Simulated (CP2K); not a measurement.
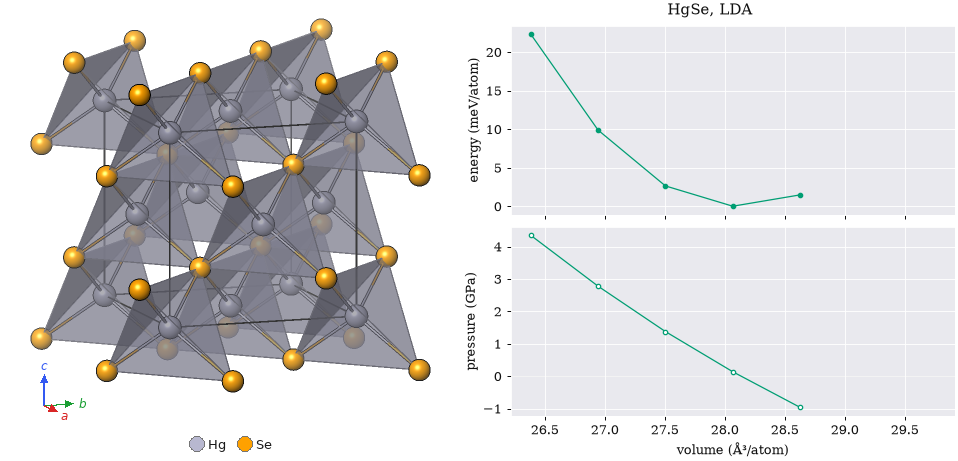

The picture above shows the energy and pressure against volume for HgSe, space group F-43m (No. 216). The conventional cell is drawn beside the plot.

Starting cell:
```
CELL_PARAMETERS angstrom
4.29780 0.00000 0.00000
2.14890 3.72200 0.00000
2.14890 1.24067 3.50913
ATOMIC_POSITIONS crystal
Hg 0.00000 0.00000 0.00000
Se 0.75000 0.75000 0.75000
```

Calculation (CP2K 2026.2): DFT in Gaussian orbitals with a plane-wave density, no spin polarisation; energies at scaled volumes of the given cell, shape and fractions fixed, counted from the fit's minimum, third-order Birch-Murnaghan fit. Level: LDA.

- k mesh: 8×8×8
- occupations: Fermi–Dirac
- smearing width: 0.1 eV
- potentials: GTH PADE with UZH TZVP basis
- density cutoff: 6123 eV
- program settings: ngrids 4, basis sets Hg TZVP-MOLOPT-PBE-GTH-q12, basis sets Se TZVP-MOLOPT-PBE-GTH-q6, cutoff ry 450 Ry, rel cutoff ry 60 Ry

The points at volume 29.19 Å³/atom and 29.75 Å³/atom are left out of the plot. What values does the calculation give there?

```
volume (Å³/atom)  energy (meV/atom)  pressure (GPa)
           29.19               6.60           -1.93
           29.75              14.92           -2.80
```

Note: spin-orbit coupling left out, heavy elements.
